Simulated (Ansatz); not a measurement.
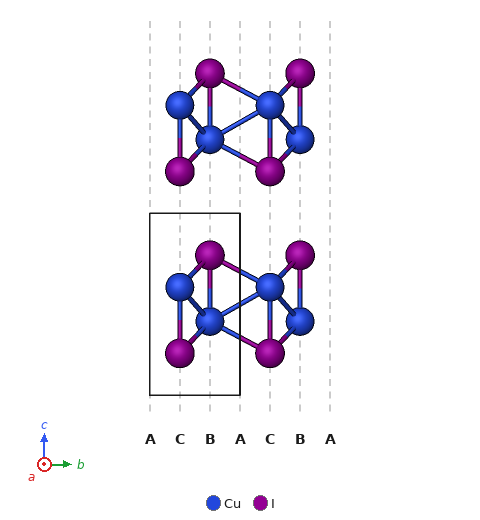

The picture looks along a close-packed row of the hexagonal mesh; c points upwards. The dashed lines mark the three columns A (0, 0), B (1/3, 2/3) and C (2/3, 1/3). The sequence starts with the first layer at or above the cell's origin.

System CuI (space group P-3m1, No. 164); source of the atomic positions: the geometry relaxed with DFT, PBE-D4, plane waves, PAW in Ansatz.

**Read off the stacking sequence over one period.**

I(C) – Cu(B) – Cu(C) – I(B) (four layers in 7.12 Å).

**How are the I layers alone stacked?**

I layers alone: CB, the hexagonal close-packed type.

**Which positions between or in the I layers do the other atoms fill?**

Cu: two tetrahedral sites in each hexagonal cell. One of the two gaps between I layers is empty, 3.28 Å wide.
